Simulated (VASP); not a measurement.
InSe: geometry relaxation (part 3 of 4)

Continued. System: InSe (P6₃/mmc, 8 atoms in the cell). Method: Kohn-Sham DFT of a periodic cell, PBE with D3(BJ), VASP PAW PBE potentials, recommended, no spin polarisation (VASP 6.6.1); cutoff 400 eV, 8×8×2 k-mesh, Gaussian smearing of 0.02 eV. The structure derives from an entry of the Crystallography Open Database.

Geometry of the input (Å; fractional positions):
```
4.0500  0.0000  0.0000
-2.0250  3.5074  0.0000
0.0000  0.0000  16.9300
In 0.3333  0.6667  0.1570
In 0.6667  0.3333  0.6570
In 0.3333  0.6667  0.3430
In 0.6667  0.3333  0.8430
Se 0.3333  0.6667  0.6020
Se 0.6667  0.3333  0.1020
Se 0.3333  0.6667  0.8980
Se 0.6667  0.3333  0.3980
```

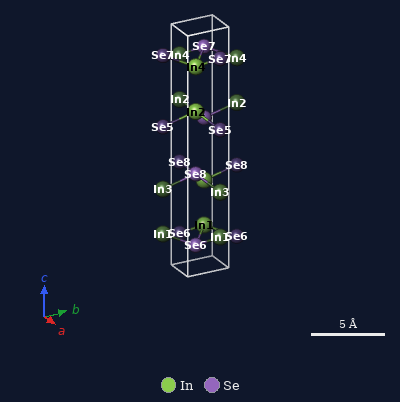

Figure 1. The input geometry (ball-and-stick view of the cell of the calculation, seen slightly off an axis; neighbours outside the cell are drawn fainter; atoms are numbered from 1 in the order of the input).

### Parts of OUTCAR, continued
```
 -----------------------------------------------------------------------------
  energy-cutoff  :      400.00
  volume of cell :      240.49
      direct lattice vectors                 reciprocal lattice vectors
     4.050000000  0.000000000  0.000000000     0.246913580  0.142555622  0.000000000
    -2.025000000  3.507402885  0.000000000     0.000000000  0.285111244  0.000000000
     0.000000000  0.000000000 16.930000000     0.000000000  0.000000000  0.059066745

 POSITION                                       TOTAL-FORCE (eV/Angst)
 -----------------------------------------------------------------------------------
     -0.00000      2.33827      2.65801        -0.000000      0.000000      2.903438
      2.02500      1.16913     11.12301        -0.000000     -0.000000      2.903438
     -0.00000      2.33827      5.80699        -0.000000     -0.000000     -2.903438
      2.02500      1.16913     14.27199         0.000000     -0.000000     -2.903438
     -0.00000      2.33827     10.19186         0.000000     -0.000000     -2.036633
      2.02500      1.16913      1.72686        -0.000000      0.000000     -2.036633
     -0.00000      2.33827     15.20314         0.000000     -0.000000      2.036633
      2.02500      1.16913      6.73814        -0.000000      0.000000      2.036633
 -----------------------------------------------------------------------------------
    total drift:                               -0.000000     -0.000000      0.000000

  FREE ENERGIE OF THE ION-ELECTRON SYSTEM (eV)
  ---------------------------------------------------
  free  energy   TOTEN  =       -28.8103880589 eV

  energy  without entropy=      -28.8100568002  energy(sigma->0) =      -28.81022243

--------------------------------------- Ionic step        2  -------------------------------------------

 number of electron      76.0000048 magnetization

------------------------ aborting loop because EDIFF is reached ----------------------------------------

 Edisp (eV)   -1.95803

 E8    (eV) :    -0.8942

  FORCE on cell =-STRESS in cart. coord.  units (eV):
  Direction    XX          YY          ZZ          XY          YZ          ZX
  --------------------------------------------------------------------------------------
  -------------------------------------------------------------------------------------
  Total      -9.85753    -9.85753    -4.12671     0.00000    -0.00000     0.00000
  in kB     -56.28044   -56.28044   -23.56094     0.00000    -0.00000     0.00000
  external pressure =      -45.37 kB  Pullay stress =        0.00 kB

 VOLUME and BASIS-vectors are now :
 -----------------------------------------------------------------------------
  energy-cutoff  :      400.00
  volume of cell :      280.62
      direct lattice vectors                 reciprocal lattice vectors
     4.374648465  0.000000000  0.000000000     0.228589796  0.131976380  0.000000000
    -2.187324233  3.788556704 -0.000000000     0.000000000  0.263952760  0.000000000
     0.000000000 -0.000000000 16.931851388     0.000000000  0.000000000  0.059060287

 POSITION                                       TOTAL-FORCE (eV/Angst)
 -----------------------------------------------------------------------------------
     -0.00000      2.52570      2.79839        -0.000000      0.000000     -0.165895
      2.18732      1.26285     11.26431         0.000000     -0.000000     -0.165895
     -0.00000      2.52570      5.66754        -0.000000     -0.000000      0.165895
      2.18732      1.26285     14.13347         0.000000     -0.000000      0.165895
     -0.00000      2.52570     10.09471         0.000000     -0.000000      0.263005
      2.18732      1.26285      1.62879        -0.000000     -0.000000      0.263005
     -0.00000      2.52570     15.30307         0.000000     -0.000000     -0.263005
      2.18732      1.26285      6.83714         0.000000      0.000000     -0.263005
 -----------------------------------------------------------------------------------
    total drift:                               -0.000000      0.000000      0.000000

  FREE ENERGIE OF THE ION-ELECTRON SYSTEM (eV)
  ---------------------------------------------------
  free  energy   TOTEN  =       -29.8923838475 eV

  energy  without entropy=      -29.8923838471  energy(sigma->0) =      -29.89238385

--------------------------------------- Ionic step        3  -------------------------------------------

 number of electron      75.9999942 magnetization

------------------------ aborting loop because EDIFF is reached ----------------------------------------

 Edisp (eV)   -2.07026

 E8    (eV) :    -0.9458

  FORCE on cell =-STRESS in cart. coord.  units (eV):
  Direction    XX          YY          ZZ          XY          YZ          ZX
  --------------------------------------------------------------------------------------
  -------------------------------------------------------------------------------------
  Total      -3.96179    -3.96179    -3.23703     0.00000     0.00000    -0.00000
  in kB     -23.83076   -23.83076   -19.47120     0.00000     0.00000    -0.00000
  external pressure =      -22.38 kB  Pullay stress =        0.00 kB

 VOLUME and BASIS-vectors are now :
 -----------------------------------------------------------------------------
  energy-cutoff  :      400.00
  volume of cell :      266.36
      direct lattice vectors                 reciprocal lattice vectors
     4.262093151  0.000000000  0.000000000     0.234626500  0.135461673  0.000000000
    -2.131046575  3.691080942 -0.000000000     0.000000000  0.270923346  0.000000000
     0.000000000 -0.000000000 16.931209513     0.000000000  0.000000000  0.059062526

 POSITION                                       TOTAL-FORCE (eV/Angst)
 -----------------------------------------------------------------------------------
     -0.00000      2.46072      2.74972         0.000000     -0.000000      0.838711
      2.13105      1.23036     11.21532        -0.000000     -0.000000      0.838711
     -0.00000      2.46072      5.71589         0.000000      0.000000     -0.838711
      2.13105      1.23036     14.18149        -0.000000      0.000000     -0.838711
     -0.00000      2.46072     10.12839        -0.000000     -0.000000     -0.387495
      2.13105      1.23036      1.66279         0.000000     -0.000000     -0.387495
     -0.00000      2.46072     15.26842        -0.000000     -0.000000      0.387495
      2.13105      1.23036      6.80282         0.000000      0.000000      0.387495
 -----------------------------------------------------------------------------------
    total drift:                               -0.000000      0.000000      0.000000

  FREE ENERGIE OF THE ION-ELECTRON SYSTEM (eV)
  ---------------------------------------------------
  free  energy   TOTEN  =       -30.1886650523 eV

  energy  without entropy=      -30.1886641979  energy(sigma->0) =      -30.18866463

[... ionic steps 4 to 21 ...]

--------------------------------------- Ionic step       22  -------------------------------------------

 number of electron      75.9999972 magnetization

------------------------ aborting loop because EDIFF is reached ----------------------------------------

 Edisp (eV)   -2.37641

 E8    (eV) :    -1.0889

  FORCE on cell =-STRESS in cart. coord.  units (eV):
  Direction    XX          YY          ZZ          XY          YZ          ZX
  --------------------------------------------------------------------------------------
  -------------------------------------------------------------------------------------
  Total       0.00003     0.00003     0.02300     0.00000     0.00000     0.00000
  in kB       0.00018     0.00018     0.15626     0.00000     0.00000     0.00000
  external pressure =        0.05 kB  Pullay stress =        0.00 kB

 VOLUME and BASIS-vectors are now :
 -----------------------------------------------------------------------------
  energy-cutoff  :      400.00
  volume of cell :      235.82
      direct lattice vectors                 reciprocal lattice vectors
     4.032457482 -0.000000000 -0.000000000     0.247987736  0.143175786  0.000000000
    -2.016228741  3.492210619 -0.000000000     0.000000000  0.286351572  0.000000000
     0.000000000 -0.000000000 16.745975347     0.000000000  0.000000000  0.059715841

 POSITION                                       TOTAL-FORCE (eV/Angst)
 -----------------------------------------------------------------------------------
     -0.00000      2.32814      2.78949         0.000000      0.000000      0.009395
      2.01623      1.16407     11.16248        -0.000000     -0.000000      0.009395
     -0.00000      2.32814      5.58349         0.000000      0.000000     -0.009395
      2.01623      1.16407     13.95648        -0.000000     -0.000000     -0.009395
     -0.00000      2.32814      9.87490        -0.000000      0.000000     -0.003821
      2.01623      1.16407      1.50191         0.000000      0.000000     -0.003821
     -0.00000      2.32814     15.24406        -0.000000     -0.000000      0.003821
      2.01623      1.16407      6.87108        -0.000000     -0.000000      0.003821
 -----------------------------------------------------------------------------------
    total drift:                               -0.000000      0.000000      0.000000

  FREE ENERGIE OF THE ION-ELECTRON SYSTEM (eV)
  ---------------------------------------------------
  free  energy   TOTEN  =       -30.6953440185 eV

  energy  without entropy=      -30.6953440185  energy(sigma->0) =      -30.69534402

--------------------------------------- Ionic step       23  -------------------------------------------

 number of electron      75.9999972 magnetization

------------------------ aborting loop because EDIFF is reached ----------------------------------------

 Edisp (eV)   -2.37705

 E8    (eV) :    -1.0892

  FORCE on cell =-STRESS in cart. coord.  units (eV):
  Direction    XX          YY          ZZ          XY          YZ          ZX
  --------------------------------------------------------------------------------------
  -------------------------------------------------------------------------------------
  Total      -0.00259    -0.00259     0.01798     0.00000     0.00000     0.00000
  in kB      -0.01757    -0.01757     0.12220     0.00000     0.00000     0.00000
  external pressure =        0.03 kB  Pullay stress =        0.00 kB

 VOLUME and BASIS-vectors are now :
 -----------------------------------------------------------------------------
  energy-cutoff  :      400.00
  volume of cell :      235.76
      direct lattice vectors                 reciprocal lattice vectors
     4.032041337 -0.000000000 -0.000000000     0.248013330  0.143190563  0.000000000
    -2.016020668  3.491850227 -0.000000000     0.000000000  0.286381126  0.000000000
     0.000000000 -0.000000000 16.745376500     0.000000000  0.000000000  0.059717976

 POSITION                                       TOTAL-FORCE (eV/Angst)
 -----------------------------------------------------------------------------------
     -0.00000      2.32790      2.78935         0.000000      0.000000      0.010644
      2.01602      1.16395     11.16204         0.000000     -0.000000      0.010644
     -0.00000      2.32790      5.58333        -0.000000      0.000000     -0.010644
      2.01602      1.16395     13.95602        -0.000000     -0.000000     -0.010644
     -0.00000      2.32790      9.87417        -0.000000      0.000000     -0.003411
      2.01602      1.16395      1.50148         0.000000      0.000000     -0.003411
     -0.00000      2.32790     15.24390        -0.000000     -0.000000      0.003411
      2.01602      1.16395      6.87121         0.000000     -0.000000      0.003411
 -----------------------------------------------------------------------------------
    total drift:                               -0.000000      0.000000      0.000000

  FREE ENERGIE OF THE ION-ELECTRON SYSTEM (eV)
  ---------------------------------------------------
  free  energy   TOTEN  =       -30.6953456889 eV

  energy  without entropy=      -30.6953456889  energy(sigma->0) =      -30.69534569

--------------------------------------- Ionic step       24  -------------------------------------------

 number of electron      75.9999971 magnetization

 Free energy of the ion-electron system (eV)
  ---------------------------------------------------
  ext. energy  EPLUGINS =         0.00000000
  ---------------------------------------------------
  free energy    TOTEN  =       -28.31866639 eV

  energy without entropy =      -28.31866639  energy(sigma->0) =      -28.31866639

 E-fermi :   4.1674     XC(G=0):  -8.8794     alpha+bet : -9.3763

 val. band max:        4.0227546793   @ k =   0.0000   0.0000   0.0000
 cond. band min:       4.3753015381   @ k =   0.0000   0.0000   0.0000
 fundamental gap:      0.3525468589
 Fermi energy:         4.1673779677

 k-point     1 :       0.0000    0.0000    0.0000
  band No.  band energies     occupation
      1     -10.7654      2.00000
      2     -10.7646      2.00000
      3     -10.5800      2.00000
      4     -10.5800      2.00000
      5     -10.5796      2.00000
      6     -10.5796      2.00000
      7     -10.4964      2.00000
      8     -10.4964      2.00000
      9     -10.4962      2.00000
     10     -10.4962      2.00000
     11     -10.4890      2.00000
     12     -10.4890      2.00000
     13     -10.4889      2.00000
     14     -10.4889      2.00000
     15     -10.3123      2.00000
     16     -10.3123      2.00000
     17     -10.3121      2.00000
     18     -10.3121      2.00000
     19     -10.2868      2.00000
     20     -10.2819      2.00000
     21      -9.4402      2.00000
     22      -9.3129      2.00000
     23      -9.1466      2.00000
     24      -9.0067      2.00000
     25      -2.2752      2.00000
     26      -1.9278      2.00000
     27      -0.2574      2.00000
     28       0.6221      2.00000
     29       2.4844      2.00000
     30       2.6379      2.00000
     31       2.6379      2.00000
     32       2.7089      2.00000
     33       2.7089      2.00000
     34       2.8540      2.00000
     35       2.8540      2.00000
     36       2.9297      2.00000
     37       2.9297      2.00000
     38       4.0228      2.00000
     39       4.3753      0.00000
     40       5.7598      0.00000
     41       6.1403      0.00000
     42       6.1464      0.00000
     43       8.2106      0.00000
     44       8.2106      0.00000
     45       8.3616      0.00000
```
